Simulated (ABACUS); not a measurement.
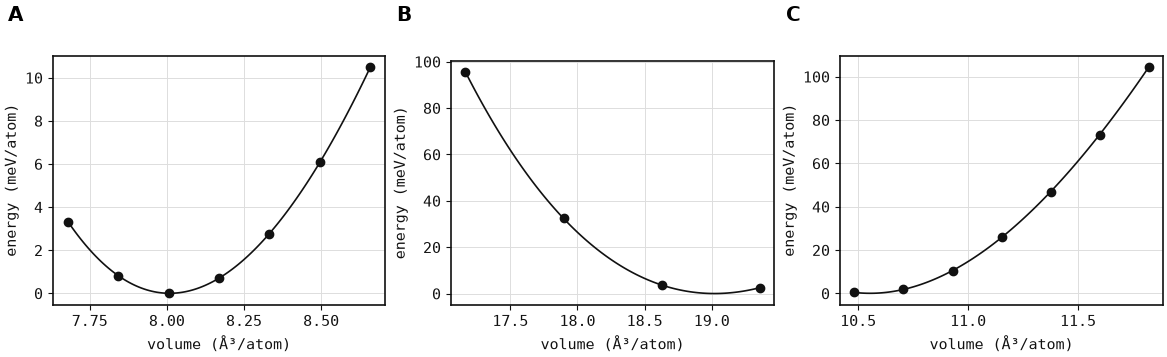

Each panel shows the energy against volume for one of these solids: HfO₂, Fm-3m (No. 225); LiF, Fm-3m (No. 225); PtS₂, P-3m1 (No. 164).

Computed with ABACUS 3.10.1: DFT in plane waves or numerical atomic orbitals with pseudopotentials, no spin polarisation; energies at scaled volumes of the given cell, shape and fractions fixed, counted from the fit's minimum, third-order Birch-Murnaghan fit. Level: PBEsol.

Match the panels to the solids.

A is LiF (energy from 0.00 meV/atom to 10.49 meV/atom, V0 8.009 Å³/atom, B0 72.9 GPa); B is PtS₂ (energy from 2.50 meV/atom to 95.55 meV/atom, V0 19.02 Å³/atom, B0 139 GPa); C is HfO₂ (energy from 0 meV/atom to 104 meV/atom, V0 10.55 Å³/atom, B0 268 GPa).

For PtS₂, limits of the calculation: spin-orbit coupling left out, heavy elements; shape and atomic fractions are frozen while scaling, which makes layered, chain and framework solids too stiff.
